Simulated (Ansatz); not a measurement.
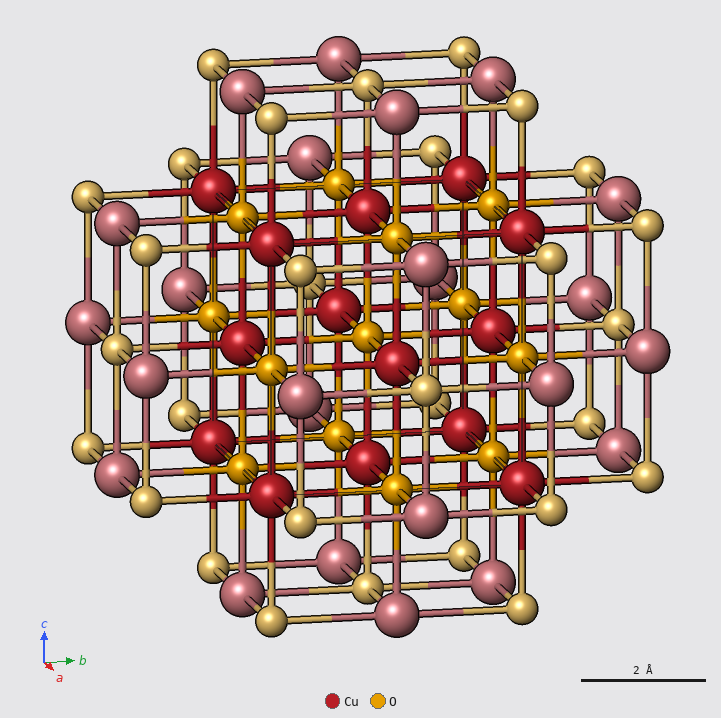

Drawn in the ball-and-stick manner and seen slightly off an axis. The parallelepiped is the conventional unit cell. Periodic images bonded to atoms of the box are shown as well, in fainter colours.

CuO, space group Fm-3m (No. 225), a = 4.16 Å, b = 4.16 Å, c = 4.16 Å, α = 90.00°, β = 90.00°, γ = 90.00°.

Calculation details: Ansatz, DFT PBE, scalar-relativistic, plane waves, PAW; wavefunction cutoff 420 eV, k-points about 0.12 Å⁻¹ apart, Gaussian smearing of 0.1 eV, no spin polarisation.

> What does the calculation say: metal or gapped?

A metal: bands cross the Fermi level.

> What is the computed pressure?

The computed pressure is 12.7 GPa (compressed: it would expand).

It goes back to a random cell made by a generator, so it need not be a real form of the compound. The cell was then strained or its atoms displaced on purpose. Ansatz was used for an electronic-structure calculation on it.

At this level of theory the cell isn't at rest (compressed, at 13 GPa), so its distances can differ from those at equilibrium, the more so the softer the solid.
